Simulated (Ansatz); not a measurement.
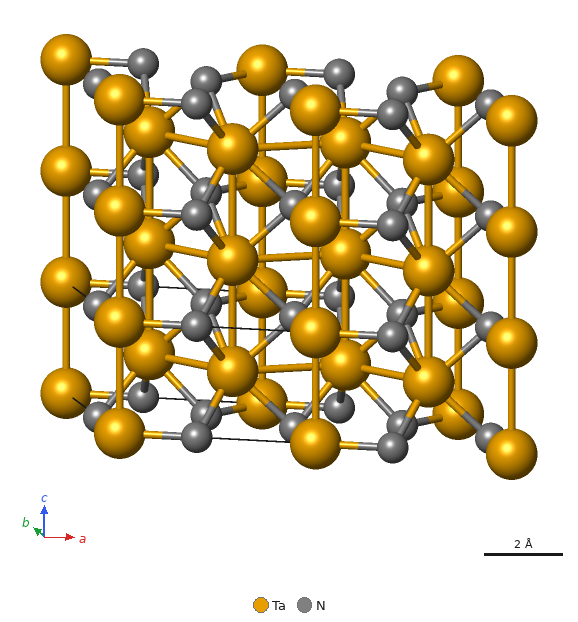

**Figure 1.** The structure as given in the input (ball-and-stick view of the cell of the calculation, repeated 2 × 1 × 3, seen slightly off an axis). An atom can appear more than once, as a periodic image.

## Geometry relaxation of TaN (part 1 of 2)

System: TaN (P-62m, 6 atoms in the cell).
Method: DFT r2SCAN, scalar-relativistic, plane waves, PAW, no spin polarisation (Ansatz 0.2.0).

The structure derives from an entry of the Crystallography Open Database.

### The program's output
```
Engine: ansatz 0.2.0, x86_64-unknown-linux-gnu
Pseudopotentials: kind: paw
Pseudopotential: Ta, paw, valence charge 13, recommended cutoff 500 eV (meta_gga), Ta.paw.azcp
Pseudopotential: N, paw, valence charge 5, recommended cutoff 500 eV (meta_gga), N.paw.azcp
Functional definition: r2SCAN
  parameter k0 = 0.174
  parameter k1 = 0.065
  parameter a1 = 4.9479
  exchange = r2scan_x(k0 = k0, k1 = k1, a1 = a1)
  correlation = r2scan_c
Crystal: 6 atoms, lattice volume = 68.063 Å³
Basis set: ecut = 500 eV, 1763 PW (Γ), exchange–correlation on 160×160×96 points (64 copies of the dense FFT grid, shifted against one another)
Bands: 33, of which v1, the nominal top of the filled ones, is band 27 counted from 1 (26 counted from 0)
Symmetry: 12 space group operations
Space group: P-62m (ITA 189), of the structure as read, at distance tolerance 4.1e-5 Å
k-points: 133 of 1728 (time reversal used)
Non-local potential: Ta, projectors of the file, l = 0: 3, l = 1: 2, l = 2: 2, l = 3: 1
Non-local potential: N, projectors of the file, l = 0: 2, l = 1: 2, l = 2: 1
PAW form: soft (Blöchl's): semilocal exchange-correlation on the pseudo side does not see the compensation charge
PAW frozen core: Ta, regenerated for the run's functional (the file was generated under x = pbe(κ = 0.804, μ = 0.2195149727645171), c = pbe(β = 0.06672455060314922))
PAW frozen core: N, regenerated for the run's functional (the file was generated under x = pbe(κ = 0.804, μ = 0.2195149727645171), c = pbe(β = 0.06672455060314922))
PAW one-centre angular grid: Ta, 590 points (default); XC on 160 Gauss nodes
PAW one-centre angular grid: N, 302 points (default); XC on 160 Gauss nodes
Initial density: superposition of atomic densities (neutral atoms: chi_scale 0, normalization atom), corrected by the library's trained network
Initial wavefunctions: pseudopotential atomic-orbital guess
Functional: x = r2scan, c = r2scan; τ floored in thin density (d = 2e-4 eV/Å³)
SCF iter   1: F=—  HF=-30995.302326 eV  |F-HF|=—  |Δ(HF+E_count)|=         —  Δρ=1.23e-2  dr2=8.29e-2  dr2_τ=4.60e-1  ethr=1.77e-3  ⟨swp⟩=5.8  Hψ=18421  notcnv=0
preconditioner: auto → Kerker (q_TF=auto, 2.625 Å⁻¹)  [metal: Δε(μ)=0.057 eV  Ē_g=10.181 eV  σ=0.100 eV  W_gap=0.31  n_scr=26 (ndim 8)  ℏωp=24.7 eV  f_vac=0.000  D(μ)=0.42/eV (n_scr^D=0)]
SCF iter   2: F=—  HF=-30995.534463 eV  |F-HF|=—  |Δ(HF+E_count)|=   2.32e-1  Δρ=8.42e-3  dr2=3.20e-2  dr2_τ=2.12e-3  ethr=1.54e-4  ⟨swp⟩=2.0  Hψ=8042  notcnv=0  defer=204
SCF iter   3: F=—  HF=-30995.544559 eV  |F-HF|=—  |Δ(HF+E_count)|=   1.01e-2  Δρ=2.91e-3  dr2=5.97e-3  dr2_τ=9.51e-4  ethr=5.92e-5  ⟨swp⟩=2.0  Hψ=6222  notcnv=0  defer=204
SCF iter   4: F=—  HF=-30995.543533 eV  |F-HF|=—  |Δ(HF+E_count)|=   1.03e-3  Δρ=7.81e-4  dr2=3.27e-4  dr2_τ=9.03e-5  ethr=1.11e-5  ⟨swp⟩=2.0  Hψ=6173  notcnv=0  defer=204
SCF iter   5: F=—  HF=-30995.543695 eV  |F-HF|=—  |Δ(HF+E_count)|=   1.62e-4  Δρ=2.70e-4  dr2=4.48e-5  dr2_τ=9.62e-7  ethr=6.05e-7  ⟨swp⟩=2.0  Hψ=6177  notcnv=0  defer=204
SCF iter   6: F=—  HF=-30995.543729 eV  |F-HF|=—  |Δ(HF+E_count)|=   3.45e-5  Δρ=4.09e-5  dr2=1.30e-6  dr2_τ=6.81e-8  ethr=8.29e-8  ⟨swp⟩=2.0  Hψ=5948  notcnv=0  defer=204
SCF iter   7: F=-30995.543730 eV  HF=-30995.543730 eV  |F-HF|=1.47e-8  |Δ(HF+E_count)|=   4.52e-7  Δρ=7.83e-6  dr2=2.64e-8  dr2_τ=4.80e-9  ethr=1.85e-10  ⟨swp⟩=13.8  Hψ=34569  notcnv=0
SCF 1 converged in 7 iterations: F = -30995.543730 eV  dr2 = 2.64e-8
  greatest PAW one-centre occupation: 0.998 electrons in one spin orbital (limit 2), on the Ta atom at site 2 (counted from 0), in its partial waves of l = 0
relax step   1: F+E_penalty+E_count = -30995.54372989 eV  Δ(F+E_penalty+E_count) = +0.000e0 eV  max|allowed force component| = 3.879e-2 eV/Å  Δτ_max = 0.0000 Å  P = +0.309 GPa  Ω = 68.063 Å³  (7 SCF iters, dr2 threshold 1.00e-7 eV, accepted)
Crystal: 6 atoms, lattice volume = 68.183 Å³
Initial density: handed on by an earlier stage of this run
Initial wavefunctions: those handed on with the density
iter 1 solved again at ethr=3.30e-7 eV; its pass at ethr=3.10e-3 eV (dr2=1.78e-4 eV) is discarded
SCF iter   1: F=—  HF=-30995.543097 eV  |F-HF|=—  |Δ(HF+E_count)|=         —  Δρ=5.63e-4  dr2=1.88e-4  dr2_τ=1.18e-3  ethr=3.30e-7  ⟨swp⟩=3.2  Hψ=23985  notcnv=0
preconditioner: auto → Kerker (q_TF=auto, 2.624 Å⁻¹)  [metal: Δε(μ)=0.032 eV  Ē_g=10.090 eV  σ=0.100 eV  W_gap=0.18  n_scr=26 (ndim 8)  ℏωp=24.6 eV  f_vac=0.000  D(μ)=0.45/eV (n_scr^D=0)]
SCF iter   2: F=—  HF=-30995.543530 eV  |F-HF|=—  |Δ(HF+E_count)|=   4.33e-4  Δρ=2.84e-4  dr2=3.69e-5  dr2_τ=3.93e-6  ethr=3.30e-7  ⟨swp⟩=2.0  Hψ=7470  notcnv=0
SCF iter   3: F=—  HF=-30995.543538 eV  |F-HF|=—  |Δ(HF+E_count)|=   7.70e-6  Δρ=1.04e-4  dr2=6.28e-6  dr2_τ=1.02e-6  ethr=6.84e-8  ⟨swp⟩=2.0  Hψ=6338  notcnv=0
SCF iter   4: F=—  HF=-30995.543539 eV  |F-HF|=—  |Δ(HF+E_count)|=   1.27e-6  Δρ=4.49e-5  dr2=1.20e-6  dr2_τ=2.10e-7  ethr=1.16e-8  ⟨swp⟩=2.0  Hψ=6367  notcnv=0
SCF iter   5: F=-30995.543540 eV  HF=-30995.543540 eV  |F-HF|=4.33e-9  |Δ(HF+E_count)|=   3.43e-7  Δρ=9.20e-6  dr2=4.99e-8  dr2_τ=2.04e-9  ethr=7.58e-10  ⟨swp⟩=11.7  Hψ=33755  notcnv=0
SCF 2 converged in 5 iterations: F = -30995.543540 eV  dr2 = 4.99e-8
relax step   2: F+E_penalty+E_count = -30995.54353962 eV  Δ(F+E_penalty+E_count) = +1.903e-4 eV  max|allowed force component| = 1.049e-2 eV/Å  Δτ_max = 0.0036 Å  P = -0.136 GPa  Ω = 68.183 Å³  energy of the carried Pulay correction = -5.901e-5 eV  (5 SCF iters, dr2 threshold 4.09e-7 eV, rejected (line search))
Crystal: 6 atoms, lattice volume = 68.148 Å³
iter 1 solved again at ethr=1.30e-7 eV; its pass at ethr=3.10e-3 eV (dr2=7.02e-5 eV) is discarded
SCF iter   1: F=—  HF=-30995.543816 eV  |F-HF|=—  |Δ(HF+E_count)|=         —  Δρ=3.34e-4  dr2=7.80e-5  dr2_τ=2.82e-4  ethr=1.30e-7  ⟨swp⟩=3.1  Hψ=23727  notcnv=0
preconditioner: auto → Kerker (q_TF=auto, 2.625 Å⁻¹)  [metal: Δε(μ)=0.049 eV  Ē_g=10.094 eV  σ=0.100 eV  W_gap=0.27  n_scr=26 (ndim 8)  ℏωp=24.6 eV  f_vac=0.000  D(μ)=0.45/eV (n_scr^D=0)]
SCF iter   2: F=—  HF=-30995.543921 eV  |F-HF|=—  |Δ(HF+E_count)|=   1.04e-4  Δρ=1.52e-4  dr2=1.12e-5  dr2_τ=1.61e-6  ethr=1.30e-7  ⟨swp⟩=2.0  Hψ=7553  notcnv=0
SCF iter   3: F=—  HF=-30995.543919 eV  |F-HF|=—  |Δ(HF+E_count)|=   1.43e-6  Δρ=5.96e-5  dr2=2.23e-6  dr2_τ=1.79e-7  ethr=2.08e-8  ⟨swp⟩=2.1  Hψ=5837  notcnv=0
SCF iter   4: F=—  HF=-30995.543932 eV  |F-HF|=—  |Δ(HF+E_count)|=   1.31e-5  Δρ=2.15e-5  dr2=3.00e-7  dr2_τ=8.40e-8  ethr=4.14e-9  ⟨swp⟩=2.0  Hψ=6306  notcnv=0
SCF iter   5: F=—  HF=-30995.543932 eV  |F-HF|=—  |Δ(HF+E_count)|=  5.46e-11  Δρ=6.32e-6  dr2=1.77e-8  dr2_τ=9.80e-10  ethr=5.56e-10  ⟨swp⟩=2.0  Hψ=6383  notcnv=0
SCF iter   6: F=—  HF=-30995.543932 eV  |F-HF|=—  |Δ(HF+E_count)|=   9.12e-9  Δρ=9.19e-7  dr2=3.14e-10  dr2_τ=5.79e-11  ethr=3.27e-11  ⟨swp⟩=2.0  Hψ=7437  notcnv=0
SCF iter   7: F=-30995.543932 eV  HF=-30995.543932 eV  |F-HF|=1.46e-11  |Δ(HF+E_count)|=  4.33e-10  Δρ=1.98e-7  dr2=2.56e-11  dr2_τ=5.36e-12  ethr=1.00e-12  ⟨swp⟩=7.1  Hψ=22488  notcnv=0
SCF 3 converged in 7 iterations: F = -30995.543932 eV  dr2 = 2.56e-11
relax step   3: F+E_penalty+E_count = -30995.54393218 eV  Δ(F+E_penalty+E_count) = -2.023e-4 eV  max|allowed force component| = 8.291e-3 eV/Å  Δτ_max = 0.0020 Å  P = -0.037 GPa  Ω = 68.148 Å³  energy of the carried Pulay correction = -4.177e-5 eV  (7 SCF iters, accepted)
Crystal: 6 atoms, lattice volume = 68.143 Å³
iter 1 solved again at ethr=1.38e-9 eV; its pass at ethr=3.10e-3 eV (dr2=7.47e-7 eV) is discarded
SCF iter   1: F=—  HF=-30995.543940 eV  |F-HF|=—  |Δ(HF+E_count)|=         —  Δρ=3.70e-5  dr2=7.93e-7  dr2_τ=6.21e-6  ethr=1.38e-9  ⟨swp⟩=2.4  Hψ=22275  notcnv=0
preconditioner: auto → Kerker (q_TF=auto, 2.625 Å⁻¹)  [metal: Δε(μ)=0.051 eV  Ē_g=10.094 eV  σ=0.100 eV  W_gap=0.28  n_scr=26 (ndim 8)  ℏωp=24.6 eV  f_vac=0.000  D(μ)=0.44/eV (n_scr^D=0)]
SCF iter   2: F=—  HF=-30995.543940 eV  |F-HF|=—  |Δ(HF+E_count)|=   7.70e-7  Δρ=2.38e-5  dr2=3.35e-7  dr2_τ=8.92e-9  ethr=1.38e-9  ⟨swp⟩=2.0  Hψ=6312  notcnv=0
SCF iter   3: F=—  HF=-30995.543940 eV  |F-HF|=—  |Δ(HF+E_count)|=   3.31e-8  Δρ=9.10e-6  dr2=4.68e-8  dr2_τ=1.26e-8  ethr=6.21e-10  ⟨swp⟩=2.0  Hψ=6387  notcnv=0
SCF iter   4: F=-30995.543940 eV  HF=-30995.543940 eV  |F-HF|=4.22e-10  |Δ(HF+E_count)|=   3.81e-9  Δρ=3.77e-6  dr2=6.04e-9  dr2_τ=4.85e-10  ethr=1.67e-11  ⟨swp⟩=6.8  Hψ=26907  notcnv=0
SCF 4 converged in 4 iterations: F = -30995.543940 eV  dr2 = 6.04e-9
relax step   4: F+E_penalty+E_count = -30995.54394034 eV  Δ(F+E_penalty+E_count) = -8.166e-6 eV  max|allowed force component| = 2.045e-3 eV/Å  Δτ_max = 0.0003 Å  P = -0.003 GPa  Ω = 68.143 Å³  energy of the carried Pulay correction = -3.929e-5 eV  (4 SCF iters, dr2 threshold 9.03e-9 eV, accepted)
Initial wavefunctions: pseudopotential atomic-orbital guess (no wavefunctions were taken with the density)
iter 1 solved again at ethr=2.20e-8 eV; its pass at ethr=3.10e-3 eV (dr2=1.19e-5 eV) is discarded
SCF iter   1: F=—  HF=-30995.543968 eV  |F-HF|=—  |Δ(HF+E_count)|=         —  Δρ=4.96e-6  dr2=6.43e-9  dr2_τ=9.12e-9  ethr=2.20e-8  ⟨swp⟩=4.3  Hψ=33169  notcnv=0
SCF iter   2: F=—  HF=-30995.543980 eV  |F-HF|=—  |Δ(HF+E_count)|=   1.17e-5  Δρ=2.66e-6  dr2=1.68e-9  dr2_τ=5.26e-10  ethr=1.19e-11  ⟨swp⟩=2.3  Hψ=6929  notcnv=0
SCF iter   3: F=—  HF=-30995.543980 eV  |F-HF|=—  |Δ(HF+E_count)|=   1.51e-9  Δρ=7.20e-7  dr2=2.37e-10  dr2_τ=4.47e-11  ethr=3.10e-12  ⟨swp⟩=2.2  Hψ=6485  notcnv=0
SCF iter   4: F=-30995.543980 eV  HF=-30995.543980 eV  |F-HF|=1.82e-11  |Δ(HF+E_count)|=  1.82e-10  Δρ=1.52e-7  dr2=1.23e-11  dr2_τ=1.49e-12  ethr=1.00e-12  ⟨swp⟩=7.9  Hψ=23297  notcnv=0
SCF 5 converged in 4 iterations: F = -30995.543980 eV  dr2 = 1.23e-11
relax step   5: F+E_penalty+E_count = -30995.54398009 eV  Δ(F+E_penalty+E_count) = -3.974e-5 eV  max|allowed force component| = 2.049e-3 eV/Å  Δτ_max = 0.0000 Å  P = -0.004 GPa  Ω = 68.143 Å³  stress off target by 2.43e-2 GPa  SCF on the basis re-selected at this cell (its energy is not comparable with the rows above)  (4 SCF iters)
```

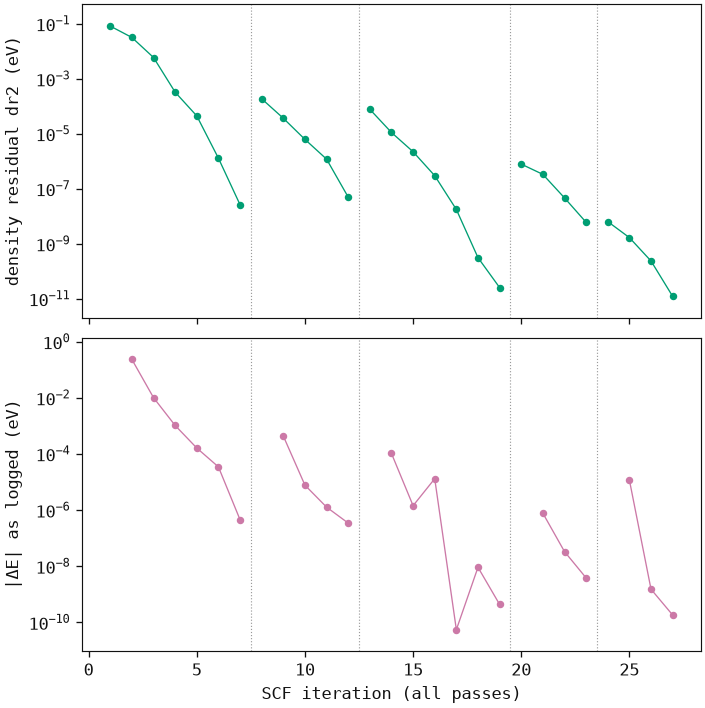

**Figure 2.** Convergence of the self-consistent field: density residual dr2 and size of the energy change against the SCF iteration. The dotted lines part the SCF passes of the relaxation: geometry steps, rejected trials and re-solves on a re-selected basis. The 5 passes take 4 to 7 iterations each, 27 in all.

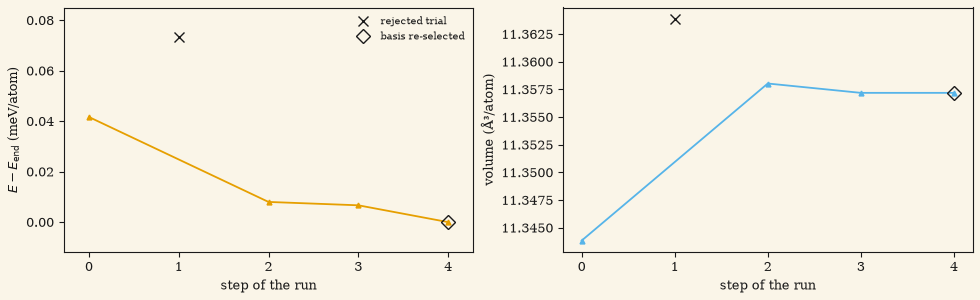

**Figure 3.** Progress of the relaxation, step by step (the first geometry is step 0 here and step 1 in the log). The atoms keep their places relative to the cell (all moves are under 0.005 Å). Cell: a = b 5.196 → 5.200 Å (+0.1 %), c 2.911 → 2.910 Å (0.0 %). Volume +0.1 %. The space group stays P-62m (No. 189). The energy falls by next to nothing (0.0 meV per atom) in 3 geometry steps. Largest force component: 0.039 eV/Å at the start, 0.002 eV/Å at the end. Pressure: 0.31 GPa at the start and 0.00 GPa at the end. The line search rejected the trial step at point 1 (counted from 0) and went back. A last SCF at the same geometry on a re-selected plane-wave basis shifts the energy by next to nothing (0.0 meV per atom).

```
basis re-selected at this cell: Δ(F+E_penalty+E_count) = -3.974e-5 eV, ΔP = -0.000 GPa vs the last step (what re-selecting the basis moved, of the pressure what is left beyond the Pulay correction that the steps carried, after the strain that the cell walked since its last selection, with what the two solves' SCF thresholds leave and, on support functions, any second-order correction that the steps lacked; it is no measure of the basis error at this ecutwfc). This SCF's stress stands 2.43e-2 GPa from its target on what of the cell is left free (relax.cell.stress_tol is 5.00e-2 GPa) and its largest allowed force component is 2.05e-3 eV/Å (relax.f_tol is 5.00e-3 eV/Å): within both
SCF converged after 4 iterations
Free energy (F): -30995.543980 eV
Harris-Foulkes:  -30995.543980 eV  (|F-HF|=1.82e-11)
Internal energy: -30995.541757 eV  (E = F + TS)
E sigma→0 (E₀):  -30995.542868 eV
Entropy (-TS):   -0.002223 eV (-0.371 meV/atom)
Fermi energy:    19.760786 eV
```
